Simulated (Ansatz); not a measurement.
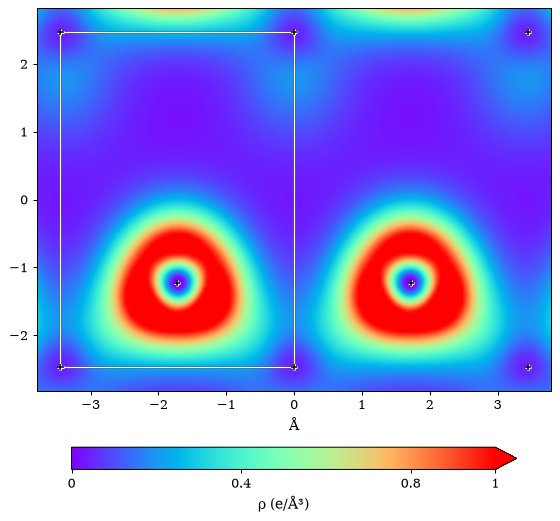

The valence charge density (pseudo) on a plane through atoms (crosses mark nuclei in the plane).

Theory: Ansatz 0.2.0, DFT, r2SCAN, plane waves, PAW.

Candidates:
A. ZrO2, a = 4.95 Å, b = 4.95 Å, c = 4.95 Å, α = 90.00°, β = 90.00°, γ = 90.00°. Space group Fm-3m; started from the measured structure prototype, which need not be the ambient phase; changed on purpose from its base cell (hydrostatic strain -2.7%); computed pressure about 25 GPa in this cell.
B. BN, a = 2.50 Å, b = 2.50 Å, c = 9.55 Å, α = 90.00°, β = 90.00°, γ = 120.00°. Space group R3m; a structure from a database of computed crystals, not necessarily the ambient phase; started from the database structure prototype, which need not be the ambient phase; changed on purpose from its base cell (uniaxial z strain -2.1%).
C. BeS, a = 3.44 Å, b = 3.44 Å, c = 4.94 Å, α = 90.00°, β = 90.00°, γ = 90.00°. Space group I-4m2; started from the measured structure prototype, which need not be the ambient phase; changed on purpose from its base cell (uniaxial y strain +1.4%).

Which system is this?

Answer. Candidate C: BeS on the (100) plane of the conventional cell, which holds Be and S. Be–S (2.12 Å): the density is about 0.66 e/Å³ at the midpoint.
